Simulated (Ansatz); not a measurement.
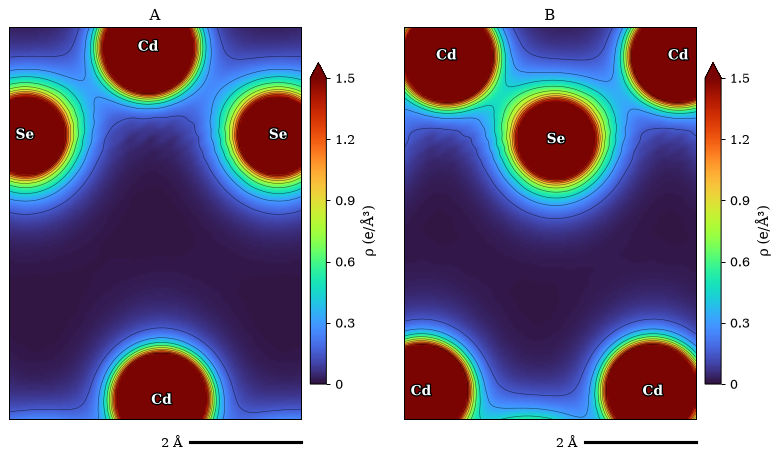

CdSe. The valence pseudo-density of two cells that differ in size and shape, on the (11̄0) plane of each (indices in the axes of the calculation cell), at one length scale and on one colour scale: A has 32.6 Å³ an atom and B 28.1.

All numbers below come from DFT PBEsol, scalar-relativistic, plane waves, PAW in Ansatz 0.2.0.

What does the compression do to the bonding and the properties?

From the larger cell to the smaller, Cd–Se goes from 2.74 to 2.50 Å, and the density at its midpoint from 0.32 to 0.49 e/Å³; the pressure goes from −5 to 0.6 GPa.
